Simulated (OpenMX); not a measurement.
## BN: 7 runs along one coordinate

System: BN (P6₃/mmc, 4 atoms in the cell).
Method: Kohn-Sham DFT of a periodic cell, LDA, OpenMX 2013 LDA set, no spin polarisation (OpenMX 3.8.5).

The 7 runs differ only in the geometry, by an even scaling of the cell at fixed fractional positions. The structure derives from an entry of the Crystallography Open Database.

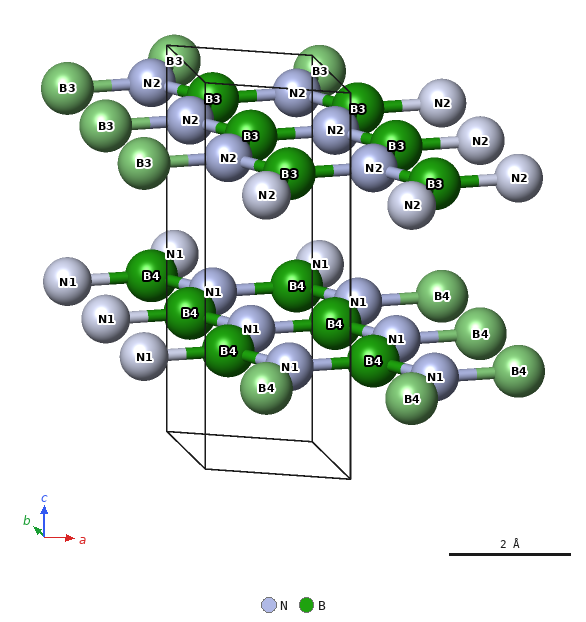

Figure 1. The structure of run 4 (ball-and-stick view of the cell of the calculation, repeated 2 × 3 × 1, seen slightly off an axis; neighbours outside the cell are drawn fainter; atoms are numbered from 1 in the order of the input). An atom can appear more than once, as a periodic image.

### Input of run 4
```
System.CurrrentDirectory             ./
System.Name                          BN
DATA.PATH                            ./DFT_DATA13
level.of.stdout                      1
level.of.fileout                     0
Species.Number                       2
<Definition.of.Atomic.Species
  N   N6.0-s2p2d1            N_CA13
  B   B7.0-s2p2d1            B_CA13
Definition.of.Atomic.Species>

Atoms.Number                         4
Atoms.SpeciesAndCoordinates.Unit     FRAC
<Atoms.SpeciesAndCoordinates
    1  N     0.6666666667    0.3333333333    0.2500000000   2.500  2.500
    2  N     0.3333333333    0.6666666667    0.7500000000   2.500  2.500
    3  B     0.6666666667    0.3333333333    0.7500000000   1.500  1.500
    4  B     0.3333333333    0.6666666667    0.2500000000   1.500  1.500
Atoms.SpeciesAndCoordinates>

Atoms.UnitVectors.Unit               Ang
<Atoms.UnitVectors
     2.4982400000    0.0000000000    0.0000000000
    -1.2491200000    2.1635393048    0.0000000000
     0.0000000000    0.0000000000    6.6357000000
Atoms.UnitVectors>

scf.XcType                           LDA
scf.SpinPolarization                 off
scf.ElectronicTemperature            580.226
scf.energycutoff                     400.0
scf.maxIter                          100
scf.EigenvalueSolver                 band
scf.Kgrid                            13 13 5
scf.Mixing.Type                      rmm-diisk
scf.Init.Mixing.Weight               0.05
scf.Min.Mixing.Weight                0.001
scf.Max.Mixing.Weight                0.3
scf.Mixing.History                   25
scf.Mixing.StartPulay                8
scf.criterion                        1.0e-8
scf.stress.tensor                    on
MD.Type                              nomd
Band.dispersion                      on
Band.Nkpath                          9
<Band.kpath
   12   0.000000  0.000000  0.000000    0.500000  0.000000  0.000000  G M
    7   0.500000  0.000000  0.000000    0.333333  0.333333  0.000000  M K
   14   0.333333  0.333333  0.000000    0.000000  0.000000  0.000000  K G
    4   0.000000  0.000000  0.000000    0.000000  0.000000  0.500000  G A
   12   0.000000  0.000000  0.500000    0.500000  0.000000  0.500000  A L
    7   0.500000  0.000000  0.500000    0.333333  0.333333  0.500000  L H
   14   0.333333  0.333333  0.500000    0.000000  0.000000  0.500000  H A
    4   0.500000  0.000000  0.500000    0.500000  0.000000  0.000000  L M
    4   0.333333  0.333333  0.000000    0.333333  0.333333  0.500000  K H
Band.kpath>
```

Command:
```bash
openmx BN.dat -nt 1 > BN.std
```

Lattice vectors (Å) and fractional positions of run 4:
```
   2.498240    0.000000    0.000000
  -1.249120    2.163539    0.000000
   0.000000    0.000000    6.635700
N   0.666667  0.333333  0.250000
N   0.333333  0.666667  0.750000
B   0.666667  0.333333  0.750000
B   0.333333  0.666667  0.250000
```

Run 2 has the same physical settings and fractional positions; its lattice vectors (Å) are:
```
   2.464476    0.000000    0.000000
  -1.232238    2.134299    0.000000
   0.000000    0.000000    6.546017
```

### Results, with one run withheld

| run | volume per atom (Å³) | free energy per atom, from the lowest run given (meV) | gap on the mesh (eV) |
| --- | --- | --- | --- |
| 1 | 8.429 | 25.44 | 4.23 |
| 2 | 8.608 | ? | ? |
| 3 | 8.787 | 2.26 | 4.18 |
| 4 | 8.967 | 0.00 | 4.16 |
| 5 | 9.146 | 3.22 | 4.13 |
| 6 | 9.325 | 11.47 | 4.11 |
| 7 | 9.505 | 24.33 | 4.09 |

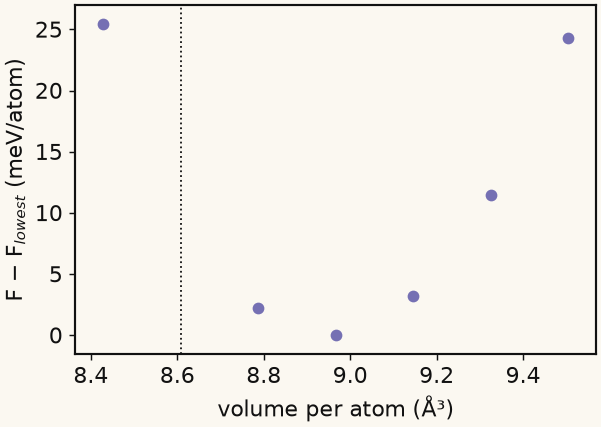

Figure 2. Free energy per atom of the runs given; the dotted line marks run 2.

Fit the runs given and predict run 2.

A cubic polynomial in V^(−2/3) (the Birch–Murnaghan form), fitted to the 6 runs given, misses them by at most 0.01 meV per atom. With x = V^(−2/3) − 0.23087 Å⁻², it reads F = 0.34047 − 661.88 x + 2.8948e+05 x² − 2.2585e+05 x³ (meV per atom). At run 2 it gives 10.55 meV per atom, and the run itself gives 10.57. The fit has its minimum at 8.948 Å³ per atom, where V d²F/dV² gives 247 GPa. Cell shape and fractional positions are held, so this is the stiffness under even scaling; the relaxed bulk modulus wasn't computed and can be far lower in a crystal of layers, chains or molecules like this one. The gap on the mesh goes, without turning, from 4.23 eV in run 1 to 4.09 eV in run 7; run 2 has 4.20 eV. These are gaps of this functional on this mesh, which can miss the band edges; they aren't the measured gap.

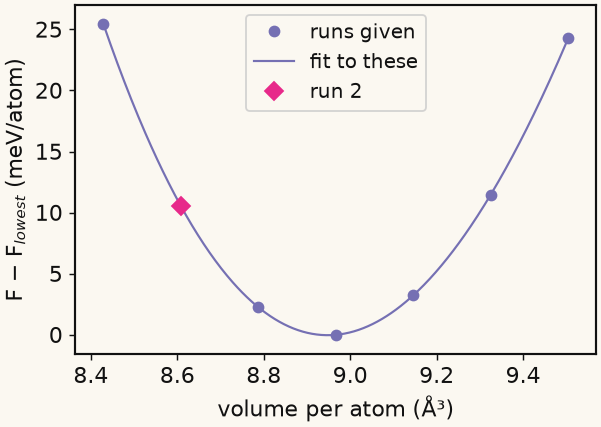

Figure 3. The fit and the withheld run.

### Some lines of the output (run 2)
```
[...]
  Cell_Volume =    232.355753499261 (Bohr^3)
        Total energy (Hartree) at MD = 1
   kloop=0
   kloop=1
   kloop=422
```

Notes: With a small basis of atomic orbitals these values can differ much from converged plane-wave results.
